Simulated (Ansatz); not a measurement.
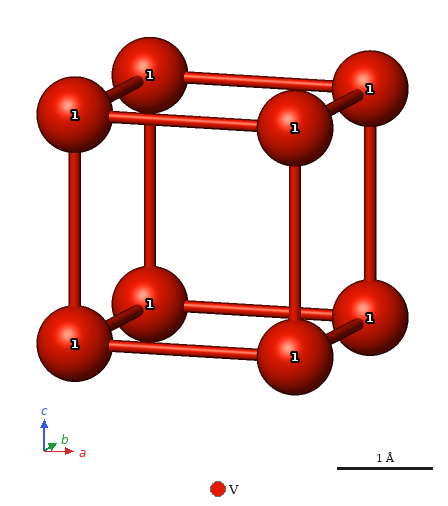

The starting point is crystalline V (a generated structure, set up in Pm-3m). A ball-and-stick model of the cell of the calculation, seen slightly off an axis.

Level of theory: DFT, PBE, PAW with Ansatz's default frozen-core files, scalar-relativistic in Ansatz. (plane-wave cutoff 420 eV; k-point mesh 14 × 14 × 14; occupations fermi dirac; smearing width 0.08 eV; collinear spin)

Change: The cell is strained by +1.0 % along [1 1 1] and −0.5 % across it (volume 0.0 %), the atoms keeping their fractional coordinates. No relaxation follows.

Question: What is the effect?

Answer: The energy falls by 1.9 meV per atom. Pressure: 0.0 GPa before, 0.0 GPa after. The principal stresses (compression positive) are 2.7 GPa along [1 1 1] and −1.3 GPa across it. All forces vanish by symmetry. The space group (tolerance 0.01 Å) goes from Pm-3m (No. 221) to R-3m (No. 166).
